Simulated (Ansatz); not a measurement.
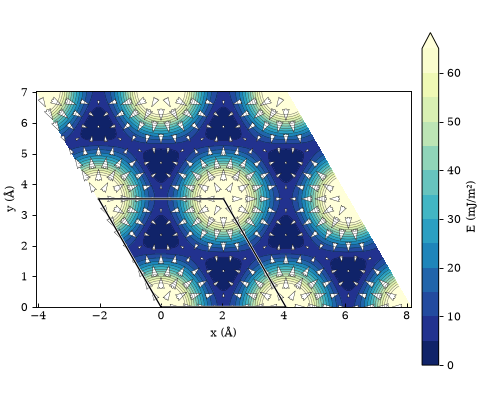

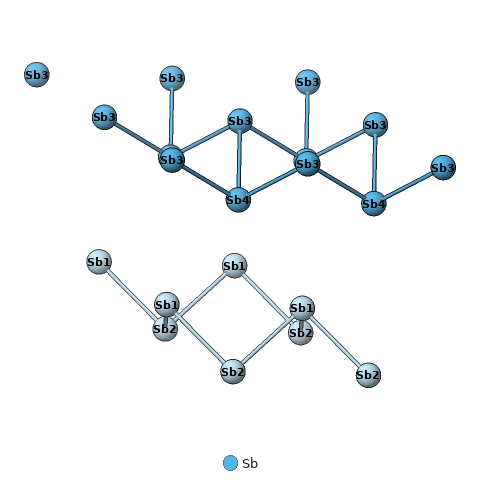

Energy landscape of a bilayer of two Sb sheets of the honeycomb type, the upper one turned by 180 degrees about the normal (4 atoms in the cell). 
- The upper layer of a bilayer is slid over the lower one; relaxed at each slide: nothing; the origin of the map has Sb4 above Sb1; the distance between the facing planes is held at 3.85 Å.
- Places are given modulo a cell vector. The map is drawn in real space over the plane of the slide.
- The grid has 9 × 9 points; 12 points were computed and 69 follow by symmetry.
- Energies are in mJ/m², from the lowest grid point.
- At a held distance the lowest stacking need not be the one that binds best once the distance relaxes.
- The calculation used DFT PBE+D3(BJ), scalar-relativistic, plane waves, PAW in Ansatz 0.2.0. Settings: cutoff 420 eV, k-mesh 9×9×1, gaussian smearing 0.05 eV, no spin polarisation.

The picture shows filled contours, arrows along the force (downhill), their lengths compressed, the outline of one cell of the 2 × 2 shown, one colour for all values above the top of the scale. Between grid points the surface is interpolated. The second picture is the structure at the lowest point; the lower layer is drawn fainter.

**Describe this landscape.**

The lowest grid point is at (3/9, 6/9) of the cell vectors; the map holds 2 wells of about this depth. It is the only kind of minimum in the scanned range. The highest grid point, (0/9, 0/9) of the cell vectors, lies 96 mJ/m² above the lowest. On the interpolated surface the easiest way out of the lowest well to a well of about the same depth near (6/9, 3/9) of the cell vectors passes a barrier of about 8.2 mJ/m². Facing atoms of the upper layer at the lowest point: Sb above Sb of a deeper plane; at the highest: Sb above Sb.

The input of one point:

```yaml
crystal:
  lattice:
    - [4.0686848921, 0.0, 0.0]
    - [-2.0343424461, 3.5235844766, 0.0]
    - [0.0, 0.0, 20.8000277116]
  atoms:
    - { symbol: Sb, position: [0.3333333333, 0.6666666667, 0.2956733491] }
    - { symbol: Sb, position: [0.6666666667, 0.3333333333, 0.2163458656] }
    - { symbol: Sb, position: [1.0, 1.0, 0.5600967399] }
    - { symbol: Sb, position: [0.6666666667, 1.3333333333, 0.4807692564] }
basis:
  ecutwfc: 420
kpoints:
  mp_grid: { grid: [9, 9, 1] }
hamiltonian:
  xc: pbe
  dispersion: d3bj
scf:
  occupations: { method: gaussian, width: 0.05 }
output:
  forces: true
  eigenvalues: true
efield:
  axis: 3
  dipole_correction: true
  ramp_width: 0.04
```

The whole map (12 points run) took 3 min on 1 thread of Intel(R) Xeon(R) Platinum 8559C (Emerald Rapids), with other jobs on the host.
